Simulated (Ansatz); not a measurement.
A series of calculations on Li$_{5}$NbO$_{5}$

Part 1: Relaxation

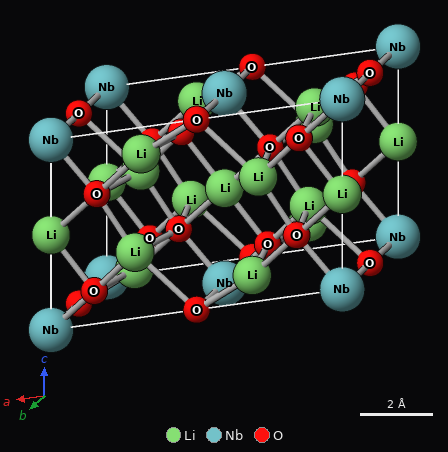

Starting structure of solid Li5NbO5 (set up in C2/m). The picture is a ball-and-stick view of the conventional cell (2 times the calculation's cell), seen from a free direction. Lengths and directions refer to the drawn axes.

Case: biaxial strain in the a-b plane of -3.0 %; c and atoms relaxed.

Theory: DFT r2SCAN, scalar-relativistic, plane waves, PAW in Ansatz.

Input
```yaml
crystal:
  lattice:
    - [4.6910326811, -1.9449083255, 0.002266728]
    - [4.6910326811, 1.9449083255, 0.002266728]
    - [-1.8101572906, 0.0, 5.5772293783]
  atoms:
    - { symbol: Li, position: [0.711741357, 0.711741357, 0.3471102037] }
    - { symbol: Li, position: [0.6908415727, 0.6908415727, 0.8606755168] }
    - { symbol: Li, position: [0.0, 0.0, 0.5] }
    - { symbol: Li, position: [0.3091584273, 0.3091584273, 0.1393244832] }
    - { symbol: Li, position: [0.288258643, 0.288258643, 0.6528897963] }
    - { symbol: Nb, position: [0.0, 0.0, 0.0] }
    - { symbol: O, position: [0.851694254, 0.851694254, 0.1736694933] }
    - { symbol: O, position: [0.8432439616, 0.8432439616, 0.6815331295] }
    - { symbol: O, position: [0.5, 0.5, 0.0] }
    - { symbol: O, position: [0.1567560384, 0.1567560384, 0.3184668705] }
    - { symbol: O, position: [0.148305746, 0.148305746, 0.8263305067] }
basis:
  ecutwfc: 500
kpoints:
  mp_grid: { grid: [6, 6, 4] }
hamiltonian:
  xc: r2scan
scf:
  occupations: { method: gaussian, width: 0.02 }
output:
  forces: true
  stress: true
  eigenvalues: true
relax:
  adjacent_minimum: "off"
  f_tol: 0.008
  max_steps: 40
  cell: { stress_tol: 0.015, fix: [a, b, gamma] }
```

Run as
```bash
ansatz run input.yaml --threads 2 --pin off --max-ram 5120MiB --backend cpu --events-out ev --progress --plain --runs-dir out
```

Predict the outcome.

After 4 accepted moves (5 points after the start) the energy has fallen by 0.8 meV per atom. Largest force component: 0.25 eV/Å at the start, 0.0039 eV/Å at the end. Pressure: 6.29 GPa at the start and 6.45 GPa at the end. The SCF was repeated once at an unchanged geometry on a basis and grid sized afresh for the cell, which shifted the energy by less than 0.05 meV per atom at most. The largest moves relative to the cell, 0.019 Å, are those of Li1, Li5, O7 and O11. O11 goes along +a. By element the largest moves are O 0.019 Å, Li 0.019 Å. Nb stays in place. The volume changes by −0.5 %, with a unchanged at 9.382 Å, b unchanged at 3.890 Å, c 5.864 → 5.818 Å (−0.8 %), β 108.0° → 107.5°. Among the contacts that change: Li3–Nb6 2.932 → 2.909 Å, Li3–O10 2.064 → 2.041 Å, Li1–O8 1.969 → 1.956 Å, Li1–O7 1.893 → 1.883 Å. The space group stays C2/m (No. 12).

After the run, drawn alike:

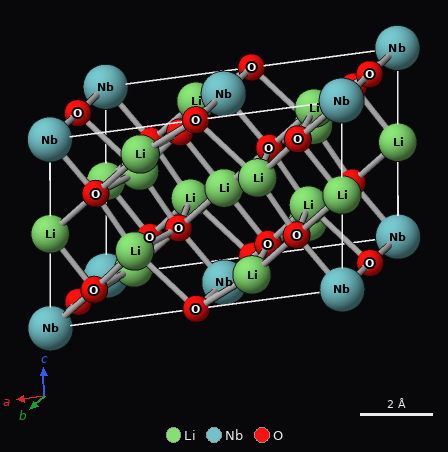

Part 2: Relaxation

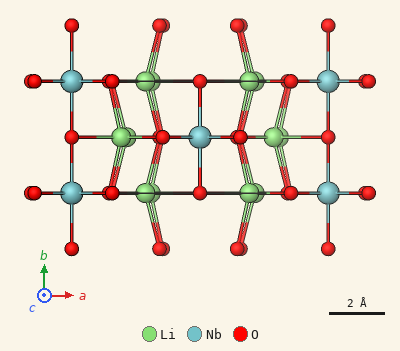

Crystalline Li₅NbO₅ (set up in C2/m), before the relaxation. A ball-and-stick model of the conventional cell (2 times the calculation's cell), seen along the c axis. Lengths and directions refer to the drawn axes.

The calculation used DFT r2SCAN, scalar-relativistic, plane waves, PAW (Ansatz).

The input:
```yaml
crystal:
  lattice:
    - [4.931765, -2.032607, 0.0]
    - [4.931765, 2.032607, 0.0]
    - [-1.905607, 0.0, 5.567991]
  atoms:
    - { symbol: Li, position: [0.712955, 0.712955, 0.343671] }
    - { symbol: Li, position: [0.692283, 0.692283, 0.859753] }
    - { symbol: Li, position: [0.0, 0.0, 0.5] }
    - { symbol: Li, position: [0.307717, 0.307717, 0.140247] }
    - { symbol: Li, position: [0.287045, 0.287045, 0.656329] }
    - { symbol: Nb, position: [0.0, 0.0, 0.0] }
    - { symbol: O, position: [0.854961, 0.854961, 0.174689] }
    - { symbol: O, position: [0.842078, 0.842078, 0.682507] }
    - { symbol: O, position: [0.5, 0.5, 0.0] }
    - { symbol: O, position: [0.157922, 0.157922, 0.317493] }
    - { symbol: O, position: [0.145039, 0.145039, 0.825311] }
basis:
  ecutwfc: 500
kpoints:
  mp_grid: { grid: [6, 6, 4] }
hamiltonian:
  xc: r2scan
scf:
  occupations: { method: gaussian, width: 0.02 }
output:
  forces: true
  stress: true
  eigenvalues: true
  write_density: true
  write_potential: true
  elf: true
  volumetric_format: npy
relax:
  adjacent_minimum: "off"
  f_tol: 0.005
  max_steps: 80
  cell: { stress_tol: 0.05 }
```

Launched with:
```bash
ansatz run input.yaml --threads 2 --pin off --max-ram 5120MiB --backend cpu --events-out ev --progress --plain --runs-dir out
```

**What does the optimiser find from here?**

The largest moves relative to the cell, 0.020 Å, are those of Li2 and Li4. Li2 goes roughly along [−1 0 1]. By element the largest moves are Li 0.020 Å, O 0.011 Å. Nb stays in place. The drawn cell changes as follows: a 9.864 → 9.672 Å (−1.9 %), b 4.065 → 4.010 Å (−1.4 %), c 5.885 → 5.788 Å (−1.7 %), β 108.9° → 108.8°; the volume changes by −4.8 %. Some distances before and after: Li2–O9 2.300 → 2.237 Å, Li3–Nb6 2.943 → 2.894 Å, Li3–O10 2.159 → 2.114 Å, Li2–O7 2.021 → 1.978 Å. The space group stays C2/m (No. 12). Over 4 accepted moves (5 points after the start) the energy falls by 10.0 meV per atom. The largest force component goes from 0.52 to 0.0046 eV/Å. Pressure: −6.43 GPa at the start and 0.02 GPa at the end. The SCF was repeated once at an unchanged geometry on a basis and grid sized afresh for the cell, which shifted the energy by 0.2 meV per atom at most. Cost: 2.8 min on 2 threads of Intel(R) Xeon(R) Processor @ 2.50GHz (Skylake/Cascade Lake), on a shared host, peak memory 0.85 GiB.

Step by step:

| step | E − E(0), meV/atom | largest force component, eV/Å | pressure, GPa | volume, Å³/atom | note |
| --- | --- | --- | --- | --- | --- |
| 0 | 0.00 | 0.5200 | -6.43 | 10.148 |  |
| 1 | -9.00 | 0.1592 | -1.31 | 9.821 |  |
| 2 | -10.16 | 0.0309 | 0.11 | 9.649 |  |
| 3 | -10.20 | 0.0148 | 0.02 | 9.658 |  |
| 4 | -10.22 | 0.0044 | 0.00 | 9.661 |  |
| 5 | -10.01 | 0.0046 | 0.02 | 9.661 | same geometry, new basis |

The end point in the same view:

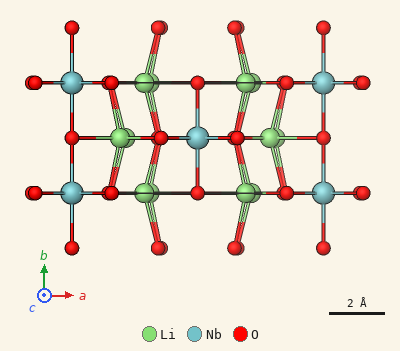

Part 3: A change

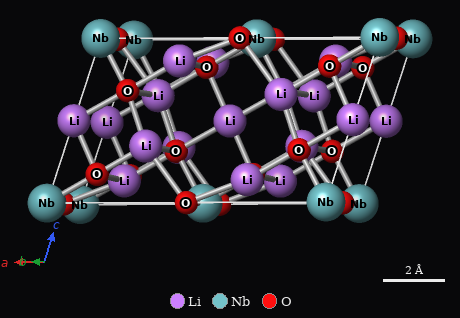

Reference structure: solid Li$_{5}$NbO$_{5}$ (set up in C2/m). A ball-and-stick model of the conventional cell (2 times the calculation's cell), seen from a free direction. Lengths and directions refer to the drawn axes.

All numbers below come from DFT r2SCAN, scalar-relativistic, plane waves, PAW (Ansatz 0.2.0). Set-up: plane-wave cutoff 500 eV; k-point mesh 6 × 6 × 4; occupations gaussian; smearing width 0.02 eV; no spin polarisation.

Change: Biaxial strain in the a–b plane, −1.5 %, is applied. The c axis and the atoms are relaxed.

The input:
```yaml
crystal:
  lattice:
    - [4.7635744236, -1.9749842274, 0.0023017805]
    - [4.7635744236, 1.9749842274, 0.0023017805]
    - [-1.8380839034, 0.0, 5.5279006223]
  atoms:
    - { symbol: Li, position: [0.7125211951, 0.7125211951, 0.3443682403] }
    - { symbol: Li, position: [0.690906733, 0.690906733, 0.8616028655] }
    - { symbol: Li, position: [0.0, 0.0, 0.5] }
    - { symbol: Li, position: [0.309093267, 0.309093267, 0.1383971345] }
    - { symbol: Li, position: [0.2874788049, 0.2874788049, 0.6556317597] }
    - { symbol: Nb, position: [0.0, 0.0, 0.0] }
    - { symbol: O, position: [0.8537799533, 0.8537799533, 0.1737288567] }
    - { symbol: O, position: [0.8423584656, 0.8423584656, 0.682099811] }
    - { symbol: O, position: [0.5, 0.5, 0.0] }
    - { symbol: O, position: [0.1576415344, 0.1576415344, 0.317900189] }
    - { symbol: O, position: [0.1462200467, 0.1462200467, 0.8262711433] }
basis:
  ecutwfc: 500
kpoints:
  mp_grid: { grid: [6, 6, 4] }
hamiltonian:
  xc: r2scan
scf:
  occupations: { method: gaussian, width: 0.02 }
output:
  forces: true
  stress: true
  eigenvalues: true
relax:
  adjacent_minimum: "off"
  f_tol: 0.008
  max_steps: 40
  cell: { stress_tol: 0.015, fix: [a, b, gamma] }
```

Command:
```bash
ansatz run input.yaml --threads 2 --pin off --max-ram 5120MiB --backend cpu --events-out ev --progress --plain --runs-dir out
```

Predict the response.

Answer. The volume changes by −2.4 %, with a 9.672 → 9.527 Å (−1.5 %), b 4.010 → 3.950 Å (−1.5 %), c 5.788 → 5.800 Å (+0.2 %), β 108.8° → 108.1°. The largest moves relative to the cell, 0.020 Å, are those of Li1, Li5, O7 and O11. O11 goes along +a. Largest moves by element: O 0.020 Å, Li 0.020 Å. Nb stays in place. Near-neighbour distances before and after: Li–O 2.114 → 2.077 Å, Li–O 2.049 → 2.014 to 2.031 Å, Li–O 2.067 → 2.037 Å, Nb–O 2.005 → 1.975 Å. The space group stays C2/m (No. 12). It costs 3.9 meV per atom. Pressure: 0.0 GPa before, 3.0 GPa after. The principal stresses (compression positive) are 5.3 GPa along b, 3.7 GPa along a, none along the third axis.

Drawn alike, the variant:

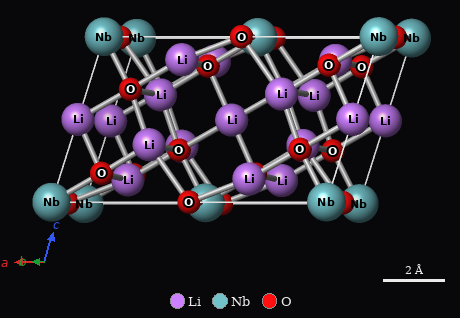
